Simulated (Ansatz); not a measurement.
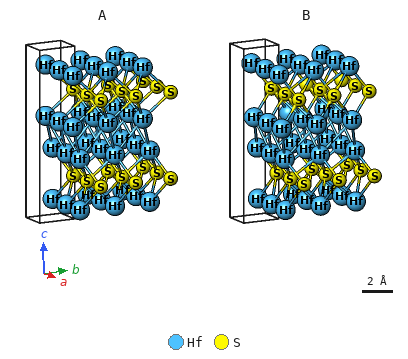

Two geometries of crystalline Hf$_{2}$S (set up in P1), drawn at one scale. One is the start of a relaxation, the other its converged end. A ball-and-stick model of the cell of the calculation, repeated 3 × 3 × 1 with one cell outlined, seen slightly off an axis.

Method: DFT PBEsol, scalar-relativistic, plane waves, PAW (Ansatz 0.2.0). Set-up: plane-wave cutoff 420 eV; k-point mesh 6 × 6 × 2; occupations gaussian; smearing width 0.1 eV; no spin polarisation; cell and atoms relaxed; force threshold 0.005 eV/Å; at most 100 steps.

**Which of the two is the end point?**

Structure A is the relaxed one. Case: cure: more steps. Over 4 accepted moves (5 points after the start) the energy falls by 353 meV per atom. Largest force component: 4 eV/Å at the start, 0.0012 eV/Å at the end. Pressure: 4.38 GPa at the start and 0.00 GPa at the end. At 1 point the geometry stayed and the basis and grid were re-selected for the new cell (energy shift of 0.1 meV per atom at most each time). An S atom moves most relative to the cell: 0.44 Å along [1 1 0]. Largest moves by element: S 0.44 Å, Hf 0.36 Å. The drawn cell changes as follows: a 3.374 → 3.351 Å (−0.7 %), b 3.374 → 3.352 Å (−0.7 %), c 11.717 → 11.629 Å (−0.8 %); the volume changes by −2.1 %. Among the contacts that change: Hf–S 3.249 → 2.592 Å, Hf–S 3.009 → 2.592 Å, Hf–S 2.251 → 2.592 Å, Hf–Hf 2.759 → 3.055 Å. Bond angles that change, for instance: Hf–S–Hf 159.5° → 136.2°, Hf–S–Hf 158.9° → 136.2°, Hf–S–Hf 113.8° → 136.2°. The space group (tolerance 0.01 Å) goes from P1 (No. 1) to P6_3/mmc (No. 194).
